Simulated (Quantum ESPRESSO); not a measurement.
## Relaxation of cell and atoms, with input and output: Na (part 3 of 3)

Continued. System: Na (1 atom in the cell). Method: Kohn-Sham DFT of a periodic cell, rPW86PBE with rVV10, SSSP 1.3 efficiency PBE, no spin polarisation (Quantum ESPRESSO 7.5); cutoff 748.31 eV, 9×9×9 k-mesh, fermi-dirac of 0.1 eV. The structure derives from an entry of the Crystallography Open Database. The geometry was changed: volume scaled by 1.25.

Geometry of the input (Å; fractional positions):
```
-2.3063  2.3063  2.3063
2.3063  -2.3063  2.3063
2.3063  2.3063  -2.3063
Na 0.0000  0.0000  0.0000
```

### The program's output, continued
```
     number of k points=    35  Fermi-Dirac smearing, width (Ry)=  0.0073
                       cart. coord. in units 2pi/alat
        k(    1) = (   0.0000000   0.0000000   0.0000000), wk =   0.0027435
        k(    2) = (   0.1074891   0.1074891  -0.0000000), wk =   0.0329218
        k(    3) = (   0.2149782   0.2149782  -0.0000000), wk =   0.0329218
        k(    4) = (   0.3224673   0.3224673   0.0000000), wk =   0.0329218
        k(    5) = (   0.4299564   0.4299564  -0.0000000), wk =   0.0329218
        k(    6) = (   0.2149782   0.1074891   0.1074891), wk =   0.0658436
        k(    7) = (   0.3224673   0.2149782   0.1074891), wk =   0.1316872
        k(    8) = (   0.4299564   0.3224673   0.1074891), wk =   0.1316872
        k(    9) = (   0.5374455   0.4299564   0.1074891), wk =   0.0658436
        k(   10) = (   0.4299564   0.2149782   0.2149782), wk =   0.0658436
        k(   11) = (   0.5374455   0.3224673   0.2149782), wk =   0.1316872
        k(   12) = (   0.6449346   0.3224673   0.3224673), wk =   0.0219479
        k(   13) = (   0.2149782   0.2149782   0.2149782), wk =   0.0219479
        k(   14) = (   0.3224673   0.3224673   0.2149782), wk =   0.0658436
        k(   15) = (   0.4299564   0.4299564   0.2149782), wk =   0.0658436
        k(   16) = (   0.0000000  -0.0000000   0.2149782), wk =   0.0164609
        k(   17) = (   0.4299564   0.3224673   0.3224673), wk =   0.0658436
        k(   18) = (   0.5374455   0.4299564   0.3224673), wk =   0.0658436
        k(   19) = (   0.0000000  -0.1074891   0.3224673), wk =   0.0658436
        k(   20) = (   0.0000000  -0.2149782   0.4299564), wk =   0.0658436
        k(   21) = (   0.1074891  -0.1074891   0.4299564), wk =   0.0658436
        k(   22) = (   0.0000000  -0.3224673   0.5374455), wk =   0.0658436
        k(   23) = (   0.1074891  -0.2149782   0.5374455), wk =   0.1316872
        k(   24) = (  -0.8599128  -0.3224673  -0.3224673), wk =   0.0658436
        k(   25) = (  -0.7524237  -0.2149782  -0.3224673), wk =   0.0658436
        k(   26) = (   0.4299564   0.4299564   0.4299564), wk =   0.0219479
        k(   27) = (   0.0000000  -0.0000000   0.4299564), wk =   0.0164609
        k(   28) = (   0.0000000  -0.1074891   0.5374455), wk =   0.0658436
        k(   29) = (   0.0000000  -0.2149782   0.6449346), wk =   0.0658436
        k(   30) = (   0.1074891  -0.1074891   0.6449346), wk =   0.0658436
        k(   31) = (  -0.8599128  -0.2149782  -0.2149782), wk =   0.0658436
        k(   32) = (   0.0000000  -0.0000000   0.6449346), wk =   0.0164609
        k(   33) = (   0.0000000  -0.1074891   0.7524237), wk =   0.0658436
        k(   34) = (  -0.8599128  -0.1074891  -0.1074891), wk =   0.0219479
        k(   35) = (   0.0000000  -0.0000000   0.8599128), wk =   0.0164609

     Dense  grid:    37071 G-vectors     FFT dimensions: (  45,  45,  45)

     Smooth grid:    13067 G-vectors     FFT dimensions: (  32,  32,  32)

     Initial potential from superposition of free atoms

     starting charge       8.9937, renormalised to       9.0000
     Starting wfcs are    5 atomic +    5 random wfcs

     Self-consistent Calculation

     iteration #  1     ecut=    55.00 Ry     beta= 0.50
     Davidson diagonalization with overlap
     c_bands:  3 eigenvalues not converged
     c_bands:  1 eigenvalues not converged
     c_bands:  1 eigenvalues not converged
     c_bands:  2 eigenvalues not converged
     c_bands:  1 eigenvalues not converged
     ethr =  1.00E-06,  avg # of iterations = 15.8

     total energy              =     -95.46901735 Ry
     estimated scf accuracy    <       0.00075347 Ry

     iteration #  2     ecut=    55.00 Ry     beta= 0.50
     Davidson diagonalization with overlap
     ethr =  8.37E-06,  avg # of iterations =  1.9

     total energy              =     -95.46992126 Ry
     estimated scf accuracy    <       0.00015275 Ry

     iteration #  3     ecut=    55.00 Ry     beta= 0.50
     Davidson diagonalization with overlap
     ethr =  1.70E-06,  avg # of iterations =  2.1

     total energy              =     -95.46998185 Ry
     estimated scf accuracy    <       0.00001669 Ry

     iteration #  4     ecut=    55.00 Ry     beta= 0.50
     Davidson diagonalization with overlap
     ethr =  1.85E-07,  avg # of iterations =  1.6

     total energy              =     -95.46997593 Ry
     estimated scf accuracy    <       0.00000024 Ry

     iteration #  5     ecut=    55.00 Ry     beta= 0.50
     Davidson diagonalization with overlap
     ethr =  2.72E-09,  avg # of iterations =  2.0

     total energy              =     -95.46997298 Ry
     estimated scf accuracy    <       0.00000002 Ry

     iteration #  6     ecut=    55.00 Ry     beta= 0.50
     Davidson diagonalization with overlap
     ethr =  2.70E-10,  avg # of iterations =  2.0

     total energy              =     -95.46997214 Ry
     estimated scf accuracy    <          6.3E-10 Ry

     iteration #  7     ecut=    55.00 Ry     beta= 0.50
     Davidson diagonalization with overlap
     ethr =  6.98E-12,  avg # of iterations =  2.6

     total energy              =     -95.46997192 Ry
     estimated scf accuracy    <          1.7E-10 Ry

     iteration #  8     ecut=    55.00 Ry     beta= 0.50
     Davidson diagonalization with overlap
     ethr =  1.87E-12,  avg # of iterations =  2.0

     total energy              =     -95.46997187 Ry
     estimated scf accuracy    <          1.1E-11 Ry

     iteration #  9     ecut=    55.00 Ry     beta= 0.50
     Davidson diagonalization with overlap
     ethr =  1.19E-13,  avg # of iterations =  2.0

     End of self-consistent calculation

          k = 0.0000 0.0000 0.0000 (  1601 PWs)   bands (ev):

   -51.2755 -23.2072 -23.2072 -23.2072  -1.6628  13.7922  13.7922  13.7923
    14.8411  14.8411

          k = 0.1075 0.1075-0.0000 (  1619 PWs)   bands (ev):

   -51.2752 -23.2123 -23.2089 -23.2072  -1.4373  11.5317  12.7304  13.1026
    13.6368  14.1642

          k = 0.2150 0.2150-0.0000 (  1625 PWs)   bands (ev):

   -51.2744 -23.2251 -23.2132 -23.2072  -0.7671   8.6217  11.5056  12.1980
    12.5009  13.5292

          k = 0.3225 0.3225 0.0000 (  1627 PWs)   bands (ev):

   -51.2736 -23.2395 -23.2181 -23.2072   0.3310   6.0171  10.6585  11.5608
    11.7420  12.8522

          k = 0.4300 0.4300-0.0000 (  1635 PWs)   bands (ev):

   -51.2730 -23.2489 -23.2212 -23.2072   1.8234   3.7728  10.2310  11.2397
    11.3639  12.4565

          k = 0.2150 0.1075 0.1075 (  1624 PWs)   bands (ev):

   -51.2747 -23.2211 -23.2108 -23.2085  -0.9895   9.9216  10.4866  12.2320
    13.5953  14.3969

          k = 0.3225 0.2150 0.1075 (  1632 PWs)   bands (ev):

   -51.2738 -23.2337 -23.2159 -23.2089  -0.1055   7.3918   9.2887  11.3427
    12.9990  14.6012

          k = 0.4300 0.3225 0.1075 (  1638 PWs)   bands (ev):

   -51.2731 -23.2443 -23.2210 -23.2090   1.1922   4.9916   8.6648  10.7799
    12.4607  14.4253

          k = 0.5374 0.4300 0.1075 (  1631 PWs)   bands (ev):

   -51.2728 -23.2484 -23.2231 -23.2091   2.6731   3.1402   8.4585  10.5887
    12.2718  14.2815

          k = 0.4300 0.2150 0.2150 (  1635 PWs)   bands (ev):

   -51.2732 -23.2407 -23.2215 -23.2110   0.9784   6.2727   7.0609  10.5699
    13.6353  14.5994

          k = 0.5374 0.3225 0.2150 (  1638 PWs)   bands (ev):

   -51.2727 -23.2434 -23.2276 -23.2117   2.4467   4.3575   6.3562  10.1717
    13.6082  15.4901

          k = 0.6449 0.3225 0.3225 (  1652 PWs)   bands (ev):

   -51.2726 -23.2367 -23.2367 -23.2126   3.8640   3.8640   4.8565   9.9670
    14.8720  14.8720

          k = 0.2150 0.2150 0.2150 (  1628 PWs)   bands (ev):

   -51.2741 -23.2317 -23.2112 -23.2112  -0.3251   8.6966   8.6966  10.1125
    15.6089  15.6089

          k = 0.3225 0.3225 0.2150 (  1631 PWs)   bands (ev):

   -51.2734 -23.2403 -23.2178 -23.2116   0.7635   6.3514   7.8809   9.0943
    15.3325  15.7654

          k = 0.4300 0.4300 0.2150 (  1632 PWs)   bands (ev):

   -51.2729 -23.2444 -23.2234 -23.2119   2.2398   4.1726   7.4736   8.6435
    14.9634  15.5806

          k = 0.0000-0.0000 0.2150 (  1605 PWs)   bands (ev):

   -51.2749 -23.2136 -23.2107 -23.2107  -1.2129  11.4304  11.4304  11.6971
    13.3301  14.2254

          k = 0.4300 0.3225 0.3225 (  1632 PWs)   bands (ev):

   -51.2729 -23.2411 -23.2231 -23.2152   2.0361   5.4646   6.1202   8.1160
    16.4518  17.0427

          k = 0.5374 0.4300 0.3225 (  1634 PWs)   bands (ev):

   -51.2728 -23.2387 -23.2286 -23.2160   3.4653   3.9303   5.6918   7.8599
    16.5467  17.9014

          k = 0.0000-0.1075 0.3225 (  1634 PWs)   bands (ev):

   -51.2741 -23.2249 -23.2150 -23.2113  -0.5456   8.7789  10.2863  11.1548
    13.0196  13.7672

          k = 0.0000-0.2150 0.4300 (  1643 PWs)   bands (ev):

   -51.2733 -23.2386 -23.2199 -23.2111   0.5478   6.2094   9.5131  10.4851
    13.1019  13.6498

          k = 0.1075-0.1075 0.4300 (  1638 PWs)   bands (ev):

   -51.2734 -23.2339 -23.2201 -23.2138   0.3310   7.4908   8.2443  11.1749
    12.3862  13.4309

          k = 0.0000-0.3225 0.5374 (  1636 PWs)   bands (ev):

   -51.2727 -23.2475 -23.2232 -23.2109   2.0330   3.9803   9.1246  10.0978
    12.7496  13.9090

          k = 0.1075-0.2150 0.5374 (  1650 PWs)   bands (ev):

   -51.2727 -23.2425 -23.2256 -23.2141   1.6174   5.3705   7.3718  11.0009
    12.7685  13.1784

          k =-0.8599-0.3225-0.3225 (  1640 PWs)   bands (ev):

   -51.2724 -23.2459 -23.2279 -23.2140   3.0693   3.5689   7.1468  10.8532
    12.6570  14.0612

          k =-0.7524-0.2150-0.3225 (  1646 PWs)   bands (ev):

   -51.2723 -23.2417 -23.2337 -23.2150   3.0570   4.6644   5.4877  12.0079
    12.4540  12.8523

          k = 0.4300 0.4300 0.4300 (  1625 PWs)   bands (ev):

   -51.2728 -23.2351 -23.2242 -23.2242   3.4503   5.0619   5.0619   6.5721
    19.0331  19.0333

          k = 0.0000-0.0000 0.4300 (  1633 PWs)   bands (ev):

   -51.2734 -23.2265 -23.2195 -23.2195   0.1132   9.0939   9.1545   9.1545
    11.1759  15.5219

          k = 0.0000-0.1075 0.5374 (  1647 PWs)   bands (ev):

   -51.2727 -23.2364 -23.2247 -23.2207   1.1931   6.7589   8.3957   9.0649
    11.0927  15.3843

          k = 0.0000-0.2150 0.6449 (  1644 PWs)   bands (ev):

   -51.2721 -23.2441 -23.2280 -23.2202   2.6566   4.5913   8.0164   8.7625
    12.1155  14.1748

          k = 0.1075-0.1075 0.6449 (  1641 PWs)   bands (ev):

   -51.2720 -23.2404 -23.2311 -23.2226   2.4568   5.8709   6.6596   9.5488
    10.6911  13.9730

          k =-0.8599-0.2150-0.2150 (  1638 PWs)   bands (ev):

   -51.2718 -23.2420 -23.2344 -23.2225   3.8648   4.3641   6.1990   9.7134
    11.1929  12.7586

          k = 0.0000-0.0000 0.6449 (  1629 PWs)   bands (ev):

   -51.2719 -23.2354 -23.2301 -23.2301   2.2506   7.3545   7.6460   7.6460
     9.3815  13.7957

          k = 0.0000-0.1075 0.7524 (  1638 PWs)   bands (ev):

   -51.2714 -23.2403 -23.2336 -23.2306   3.6795   5.5521   7.2716   7.7614
     9.5721  11.9362

          k =-0.8599-0.1075-0.1075 (  1641 PWs)   bands (ev):

   -51.2712 -23.2385 -23.2385 -23.2315   5.0628   5.0628   6.0749   8.7406
     8.7406  10.9236

          k = 0.0000-0.0000 0.8599 (  1650 PWs)   bands (ev):

   -51.2710 -23.2380 -23.2372 -23.2372   5.0588   6.4842   6.8998   6.8998
     7.8625  10.2232

     the Fermi energy is     1.7430 ev

!    total energy              =     -95.46997185 Ry
     estimated scf accuracy    <          3.1E-13 Ry
     smearing contrib. (-TS)   =      -0.00093393 Ry
     internal energy E=F+TS    =     -95.46903792 Ry

     The total energy is F=E-TS. E is the sum of the following terms:
     one-electron contribution =     -87.44698712 Ry
     hartree contribution      =      44.19526714 Ry
     xc contribution           =     -14.44075939 Ry
     ewald contribution        =     -37.77655855 Ry

     convergence has been achieved in   9 iterations

     Forces acting on atoms (cartesian axes, Ry/au):

     atom    1 type  1   force =     0.00000000    0.00000000    0.00000000

     Total force =     0.000000     Total SCF correction =     0.000000

     Computing stress (Cartesian axis) and pressure

          total   stress  (Ry/bohr**3)                   (kbar)     P=        0.23
   0.00000159  -0.00000000   0.00000000            0.23       -0.00        0.00
  -0.00000000   0.00000159  -0.00000000           -0.00        0.23       -0.00
   0.00000000   0.00000000   0.00000159            0.00        0.00        0.23

=------------------------------------------------------------------------------=
   JOB DONE.
=------------------------------------------------------------------------------=
```

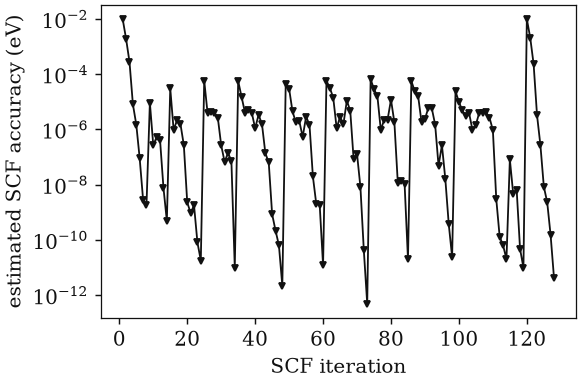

Fig. 1: Convergence of the self-consistent field: estimated SCF accuracy against the iteration. The field takes 128 iterations in all.

### Key numbers

| quantity | value |
| --- | --- |
| outcome | converged |
| space group (tolerance 0.01 Å) | Im-3m (229) |
| electrons treated | 9 |
| free energy | −1298.9351 eV |
| Fermi energy | 1.743 eV |
| gap on the k-point mesh | none (metallic) |
| pressure | 0.02 GPa |
| final volume | 35.20 Å³ |
| largest force (length of the vector) at the end | under 0.001 eV/Å |
| final cell | a = 3.576 Å, b = 3.576 Å, c = 3.576 Å, α = 109.47°, β = 109.47°, γ = 109.47° |
| hardware | 1 thread of INTEL XEON PLATINUM @ 2.10GHz (Emerald Rapids), 24 GiB of memory available, shared host |
| wall time | 2.5 min |
| peak memory | 0.19 GiB |

Settings chosen away from the usual ones: startingwfc set to atomic. Further notes kept with the run: potentials made for another functional. Points of doubt noted for this run: potentials made for another functional.
